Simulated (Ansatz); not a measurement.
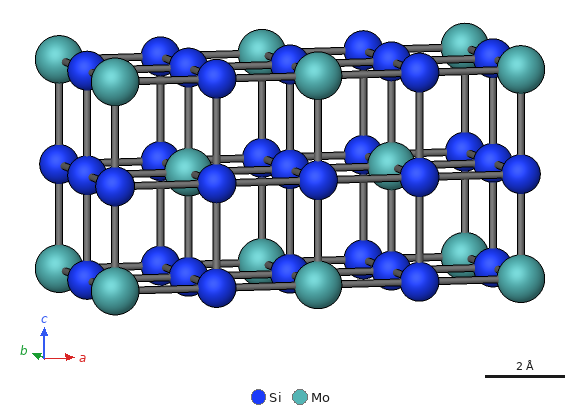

A crystal of Si3Mo (a generated structure, set up in Im-3m) (coarse preliminary run), before the relaxation. Style: ball-and-stick. Shown: the conventional cell (2 times the calculation's cell), repeated 2 × 1 × 1 with one cell outlined, slightly off an axis. Lengths and directions refer to the drawn axes.

These are results of DFT PBE, scalar-relativistic, plane waves, PAW (Ansatz 0.2.0), not measurements.

Input
```yaml
crystal:
  lattice:
    - [-2.68358552, 2.68358552, 2.68358552]
    - [2.68358552, -2.68358552, 2.68358552]
    - [2.68358552, 2.68358552, -2.68358552]
  atoms:
    - { symbol: Si, position: [0.0, 0.5, 0.5] }
    - { symbol: Si, position: [0.5, 0.0, 0.5] }
    - { symbol: Si, position: [0.5, 0.5, 0.0] }
    - { symbol: Mo, position: [0.0, 0.0, 0.0] }
basis:
  ecutwfc: 420
kpoints:
  mp_grid: { grid: [4, 4, 4] }
hamiltonian:
  xc: pbe
scf:
  occupations: { method: gaussian, width: 0.1 }
  lower_state_search: "off"
output:
  forces: true
  stress: true
  eigenvalues: true
relax:
  adjacent_minimum: "off"
  f_tol: 0.04
  max_steps: 70
  cell: { stress_tol: 0.4 }
```

Run as
```bash
ansatz run input.yaml --threads 1 --pin off --max-ram 2560MiB --backend cpu --events-out ev --progress --plain --runs-dir out
```

### Predict the outcome.

The atoms keep their places relative to the cell (all moves are under 0.005 Å). Cell: a = b = c 5.367 → 5.115 Å (−4.7 %). Volume −13.4 %. Near-neighbour distances that change, for instance: Si1–Si2 2.684 → 2.557 Å, Si1–Mo4 2.684 → 2.557 Å. The space group stays Im-3m (No. 229). The energy falls by 0.471 eV per cell of the calculation in 2 accepted moves (3 points after the start). All forces vanish by symmetry, so only the cell relaxes. Pressure: −12.67 GPa at the start and −0.15 GPa at the end. At 1 point the geometry stayed and the basis and grid were re-selected for the new cell (energy shift of 1.0 meV per cell of the calculation at most each time). Cost: 4.5 s on 1 thread of Intel(R) Xeon(R) Processor @ 2.70GHz, with other jobs on the host, peak memory 0.35 GiB.

Final geometry:

```
Si Mo
1.0
    -2.55746    2.55746    2.55746
     2.55746   -2.55746    2.55746
     2.55746    2.55746   -2.55746
Si Mo
3 1
Direct
  0.00000 0.50000 0.50000
  0.50000 0.00000 0.50000
  0.50000 0.50000 0.00000
  0.00000 0.00000 0.00000
```

The end point in the same view:

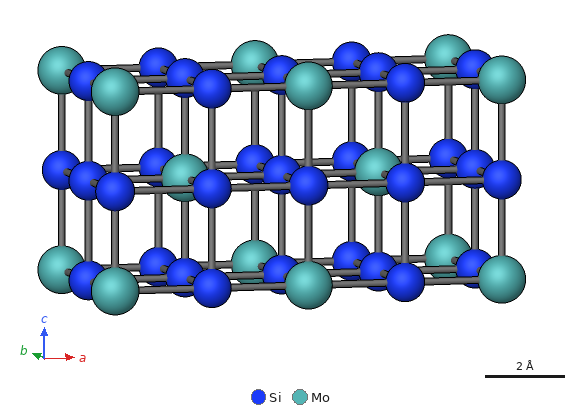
